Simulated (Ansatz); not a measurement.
Take the following structure.

```
CELL_PARAMETERS angstrom
5.59499 0.00000 0.00000
0.00000 7.83193 0.00000
0.00000 0.00000 2.89537
ATOMIC_POSITIONS crystal
Ti 0.00000 0.00000 0.00000
Ti 0.25000 0.75000 0.50000
Ti 0.25000 0.25000 0.50000
O 0.75242 0.00000 0.50000
O 0.50000 0.23639 0.00000
O 0.24758 0.00000 0.50000
O 0.50000 0.76361 0.00000
Ti 0.50000 0.50000 0.00000
Ti 0.75000 0.25000 0.50000
Ti 0.75000 0.75000 0.50000
O 0.25242 0.50000 0.50000
O 0.00000 0.73639 0.00000
O 0.74758 0.50000 0.50000
O 0.00000 0.26361 0.00000
```

Q: Characterise the structure given above.

A: Formula: Ti3O4. It is base-centred orthorhombic, space group Cmmm (No. 65). The cell has 14 atoms, namely 6 Ti, 8 O. Taking every contact within bonding distance, one finds Ti 14 to 16 (mean 14.7) and O 4 to 5 (mean 4.5).

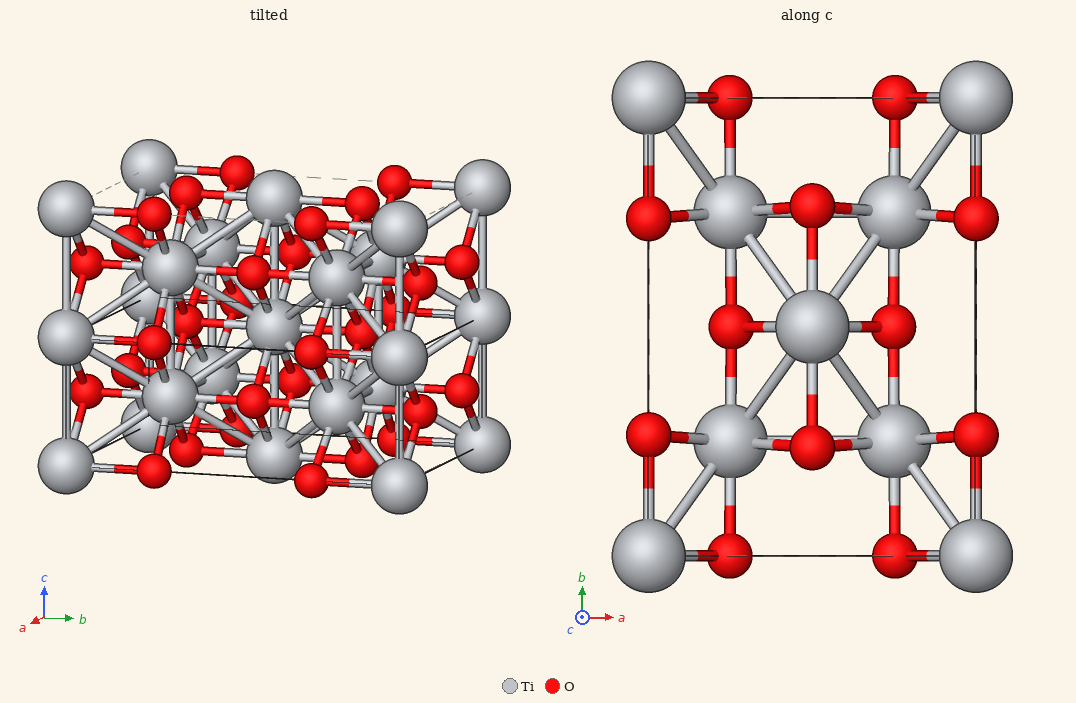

Ball-and-stick drawing of the structure, looking slightly off an axis and along the c axis. The conventional unit cell (solid box) is repeated to 1×1×2 cells. Colours: titanium light grey, oxygen red.

Its origin is a structure listed in the Materials Project. It was relaxed at fixed volume with DFT PBEsol, scalar-relativistic, plane waves, PAW (Ansatz 0.2.0).

At this level of theory the run's own cell isn't at rest (compressed, at 23 GPa), so its distances can differ from those at equilibrium, the more so the softer the solid.
